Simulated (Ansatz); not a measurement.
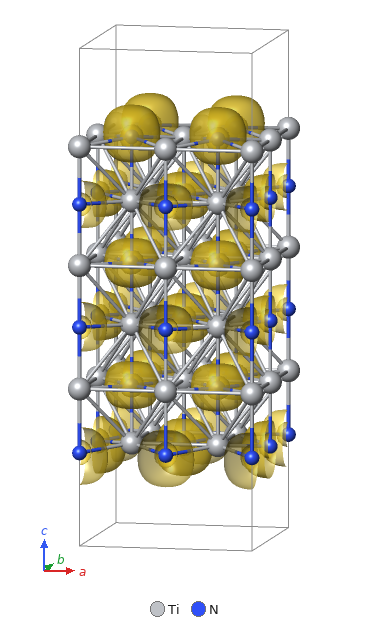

The picture shows: TiN (slab). Isosurface of the electron localisation function at 0.65 (yellow), seen slightly off an axis. Only the valence region is drawn (cores and ρ < 0.01 e/Å³ removed). Sticks mark near contacts.

Computed without spin polarisation.

Level of theory: DFT PBE, scalar-relativistic, plane waves, PAW in Ansatz.

Core electrons are frozen (PAW), and the valence fields are smoothed inside the atomic spheres.

```yaml
crystal:
  lattice:
    - [3.00294, 0.00000, 0.00000]
    - [0.00000, 3.00294, 0.00000]
    - [0.00000, 0.00000, 25.61699]
  atoms:
    - { symbol: Ti, position: [0.50000, 0.50000, 0.29804] }
    - { symbol: N, position: [0.00000, 0.00000, 0.29092] }
    - { symbol: Ti, position: [0.00000, 0.00000, 0.37680] }
    - { symbol: N, position: [0.50000, 0.50000, 0.37533] }
    - { symbol: Ti, position: [0.50000, 0.50000, 0.45744] }
    - { symbol: N, position: [0.00000, 0.00000, 0.45954] }
    - { symbol: Ti, position: [0.00000, 0.00000, 0.54256] }
    - { symbol: N, position: [0.50000, 0.50000, 0.54046] }
    - { symbol: Ti, position: [0.50000, 0.50000, 0.62320] }
    - { symbol: N, position: [0.00000, 0.00000, 0.62467] }
    - { symbol: Ti, position: [0.00000, 0.00000, 0.70196] }
    - { symbol: N, position: [0.50000, 0.50000, 0.70908] }
```

Q: Where are the electrons localised?

A: The surface consists of six regions wrapped around N (the valence shell of each), counted in one cell of 12 atoms. Counts are for one cell; the picture repeats the cell along the surface. Profiles from the grid: Ti–N (1.98 Å): the ELF peaks at about 0.80 in the valence shell of N, 0.6 Å from its nucleus, and is about 0.25 at the midpoint: no shared electron pair shows on this line. Ti–Ti (2.93 Å): the ELF is about 0.20 at the midpoint: no shared electron pair shows on this line.
